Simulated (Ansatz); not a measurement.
System: HfB₂, space group P6/mmm (No. 191), 3 atoms in the cell.

```yaml
crystal:
  lattice:
    - [3.14000, 0.00000, 0.00000]
    - [-1.57000, 2.71932, 0.00000]
    - [0.00000, 0.00000, 3.48000]
  atoms:
    - { symbol: Hf, position: [0.00000, 0.00000, 0.00000] }
    - { symbol: B, position: [0.33333, 0.66667, 0.50000] }
    - { symbol: B, position: [0.66667, 0.33333, 0.50000] }
```

Computed with Ansatz: DFT, PBE, PAW with Ansatz's default frozen-core files, scalar-relativistic, no spin polarisation, 13×13×11 k mesh, Fermi-Dirac smearing of 0.05 eV.

Predict the main features of the band structure and density of states. The path is Γ–M–K–Γ–A–L–H–A–L.

A metal: 2 bands cross the Fermi level along this path. The density of states at the Fermi level is about 0.21 per eV and cell (mean within 0.25 eV), or 0.071 per atom. By projected weight, the states within 0.3 eV of the Fermi level are Hf 5d (70 %) and B 2p (25 %). The tallest peak in the window is at −3.8 eV; by projected weight it is B 2p (65 %) and Hf 5d (30 %).

Spin-orbit coupling is left out, which matters for Hf.

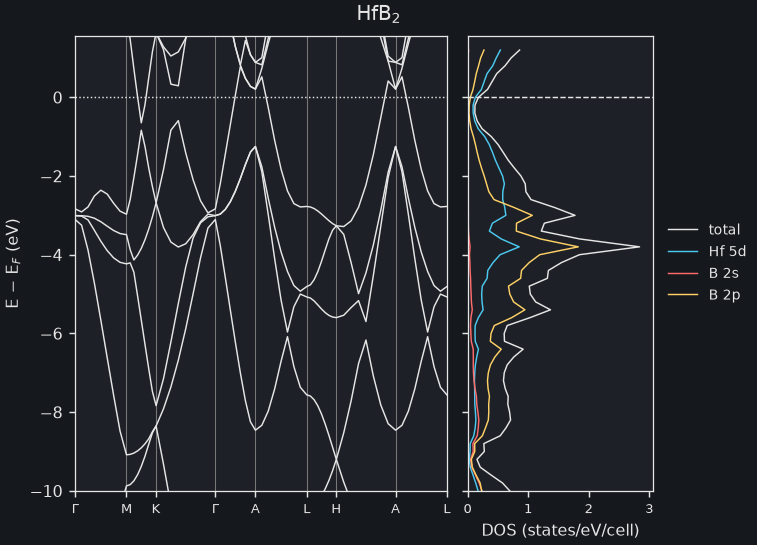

Band structure and density of states. Energies are counted from the Fermi level. The path runs straight from each named point to the next. The partial curves are projected on Löwdin-orthogonalised atomic shells.
